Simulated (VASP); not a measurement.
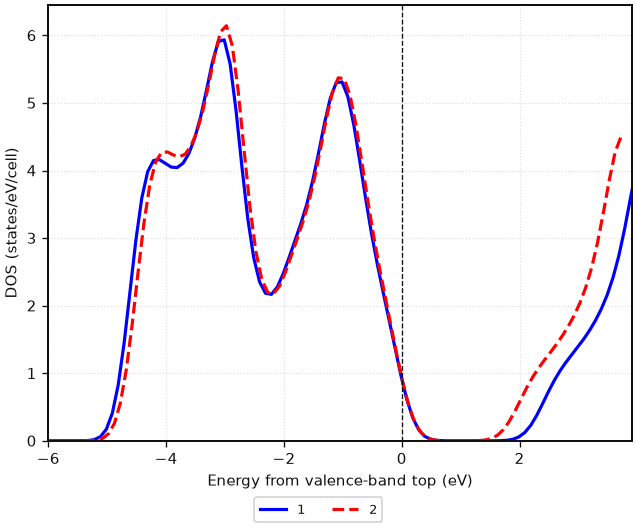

Total densities of states of cubic perovskite-type SrTiO$_{3}$, space group Pm-3m, 5 atoms in the cell (cubic a = 3.905 Å), by two methods on the same cell. The DOS curves are built from the levels of the k mesh with Gaussians 0.55 eV wide, which also blur the band edges; ripples of that width can come from the mesh. Each is counted from its own valence-band top.

Q: Which curve is which? The methods: PBE, r2SCAN.

A: 1 is r2SCAN; 2 is PBE. r2SCAN gives a gap of 2.28 eV and PBE gives a gap of 1.86 eV.

Settings. r2SCAN: VASP PAW PBE potentials, release 64 (Sr_sv, Ti_sv, O), no spin polarisation, no spin-orbit coupling, 18×18×18 k mesh, 520 eV cutoff, Fermi-Dirac smearing of 0.02 eV (VASP 6.6.1). PBE: VASP PAW PBE potentials, release 64 (Sr_sv, Ti_sv, O), no spin polarisation, no spin-orbit coupling, 18×18×18 k mesh, 520 eV cutoff, Fermi-Dirac smearing of 0.02 eV (VASP).

Gaps are the smallest over all k points computed. The cell is at 1 GPa in r2SCAN and 5 GPa in PBE. LDA, GGA and most meta-GGA functionals understate gaps. r2SCAN: the PAW data sets were made with another functional. r2SCAN: the cell was built by a generator and isn't the measured one.
